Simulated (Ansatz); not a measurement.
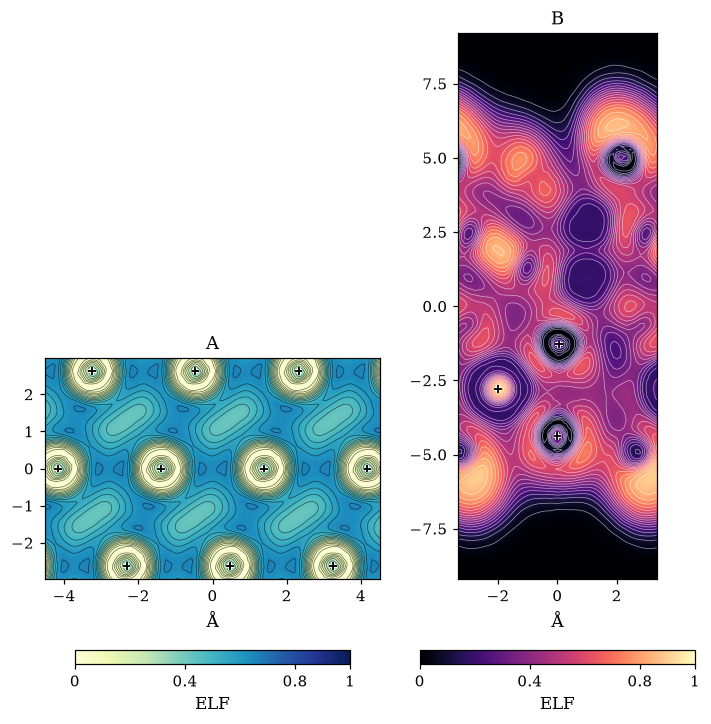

The ELF of 2 systems, each on a plane through atoms (crosses mark nuclei in the plane).

Theory: DFT PBEsol, scalar-relativistic, plane waves, PAW in Ansatz 0.2.0.

System 1: Al2Cu (slab), the (110) plane of the calculation cell, a cut from vacuum to vacuum. Computed without spin polarisation.

System 2: Al, the (001) plane of the conventional cell. Space group P-1; a structure from a database of computed crystals, not necessarily the ambient phase; not relaxed (largest force 0.4 eV/Å).

```
CELL_PARAMETERS angstrom
1.60644 -1.60644 1.60644
-1.60644 -1.60644 1.60644
0.48193 -6.90769 -5.94382
ATOMIC_POSITIONS crystal
Al 0.86250 0.75000 0.12500
Al 0.13750 0.25000 0.87500
Al 0.71250 0.75000 0.62500
Al 0.28750 0.25000 0.37500
```

Q: Which map belongs to which system?

A: Panel A is system 2, Al: the plane holds Al. Al–Al (2.78 Å): the ELF peaks at about 0.65 between the atoms. Panel B is system 1, Al2Cu: the plane holds Al and Cu.
